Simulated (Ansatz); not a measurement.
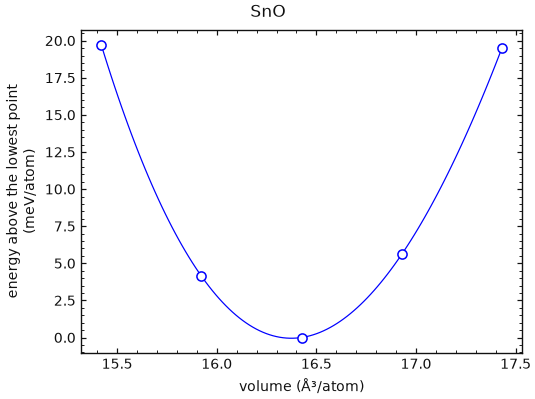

The picture above shows the energy above the lowest point against volume for SnO, space group Fm-3m (No. 225) (one of a set of cubic test structures, which need not be the stable phase).

How it was computed, with Ansatz 0.2.0 development build: equation of state of a cubic crystal from periodic Kohn-Sham density functional theory without spin, third-order Birch-Murnaghan fit to the free energies; pressure corrected for the finite basis. Level: r2SCAN.

structure type rock salt; atoms in cell 2; space group number 225; lattice centring face-centred primitive; k mesh 12×12×12; occupation method Fermi–Dirac; occupation width 0.1 eV; wave cutoff 500 eV; datasets soft-1 PAW; density tolerance 1e−07 eV; bands 14; density cutoff ratio 4; search for lower states default.

> How stiff is the solid, and where is its volume at rest?

A third-order Birch–Murnaghan fit gives V0 = 16.37 Å³/atom, B0 = 103 GPa and B′ = 4.3.

Caveats: cubic model structure, not the ambient form.

The computed values:

| volume (Å³/atom) | energy above the lowest point (meV/atom) |
| --- | --- |
| 15.42 | 19.7 |
| 15.92 | 4.1 |
| 16.43 | 0.0 |
| 16.93 | 5.6 |
| 17.43 | 19.5 |
